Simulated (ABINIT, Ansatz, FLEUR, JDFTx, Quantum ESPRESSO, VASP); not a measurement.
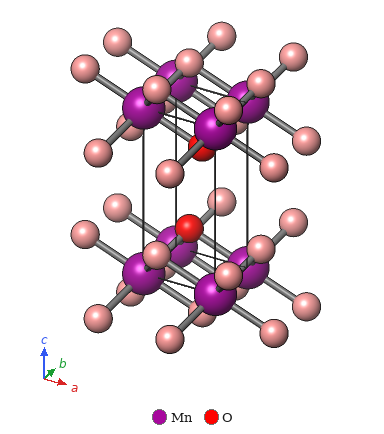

MnO₂, cadmium iodide (CdI₂, 1T) type, space group P-3m1 (No. 164), a = 2.857 Å, b = 2.857 Å, c = 4.601 Å, α = 90.00°, β = 90.00°, γ = 120.00°. The figure gives a ball-and-stick picture of the atoms, viewed slightly off an axis. The box is the conventional unit cell; atoms on or close to its faces, edges and corners are drawn wherever they repeat. Bonded atoms from the next cells complete the picture, in fainter colours. The cell is a structure listed in the Materials Project. Other forms of this composition are known.

One fixed geometry in six programs or potential sets. Alike in all runs: functional PBE; k mesh 11 × 11 × 6 on the run's cell of 3 atoms; occupations fermi-dirac, width 0.05 eV; collinear spin, ferromagnetic start; no spin-orbit coupling. A dash marks a pressure that wasn't computed or isn't reliable.

| program | gap (eV) | pressure (GPa) | net moment (μB per cell of 3) |
| --- | --- | --- | --- |
| VASP (PBE potentials, release 64 Mn_pv, O) | 0.81 | 5.8 | 3.00 |
| Quantum ESPRESSO (SSSP 1.3 efficiency) | ? | ? | ? |
| FLEUR (all-electron) | 0.85 | - | 3.00 |
| JDFTx (PseudoDojo 0.5 standard) | 0.99 | 4.5 | 3.00 |
| ABINIT (JTH PAW PBE v2.0) | 0.83 | 5.4 | 3.00 |
| Ansatz LAPW (all-electron) | 0.87 | 4.8 | 3.00 |

**Estimate the row of Quantum ESPRESSO (SSSP 1.3 efficiency).**

A gap of 0.84 eV, a pressure of 4.7 GPa and a moment of 3.00 μB. The other rows span 0.81 to 0.99 eV, 4.5 to 5.8 GPa and 3.00 to 3.00 μB.

Gaps are the least found on the k-mesh; a mesh with odd divisions misses some points on the zone boundary, so where the band edges lie there the true gap is smaller. Plane-wave pressures hold the error of each finite cutoff. One further run, far from the rest for reasons not traced, is left out. Each run keeps the magnetic state that it reached from a ferromagnetic start.

Caveat: a cell with one magnetic atom can't hold antiferromagnetic order, which such compounds often take.
